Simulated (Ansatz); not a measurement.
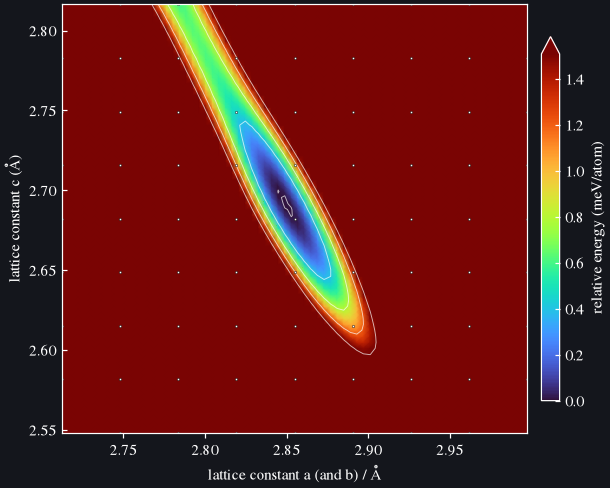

Cu (I4/mmm, No. 139; 1 atom in the cell). The energy is mapped over the lattice constants a and c of the conventional cell. The first coordinate is: lattice constant a (and b); the second: lattice constant c. Nothing is relaxed (symmetry fixes all fractional coordinates). The grid has 9 × 9 points. All energies are given in meV/atom relative to the lowest grid point. The calculation used DFT LDA, scalar-relativistic, plane waves, PAW in Ansatz. Settings: cutoff 520 eV, k-mesh 22×22×22, gaussian smearing 0.15 eV, no spin polarisation.

In the figure: a smooth colour map with a few white contour lines, dots at the grid points, one colour for all values above the top of the scale. Between grid points the surface is interpolated.

Estimate the position of the minimum and the force constants in these coordinates.

The interpolated minimum is at lattice constant a (and b) ≈ 2.850 Å, lattice constant c ≈ 2.690 Å. The curvatures there are about 6.3 eV/Å² and 2 eV/Å², with a cross term of about 3.2 eV/Å² (per cell of 1 atoms). Round the minimum the valley is strongly tilted: raising lattice constant a (and b) shifts the best value of lattice constant c downwards (coupling k₁₂/√(k₁₁k₂₂) about 0.9).

PAW datasets: the set soft_1.
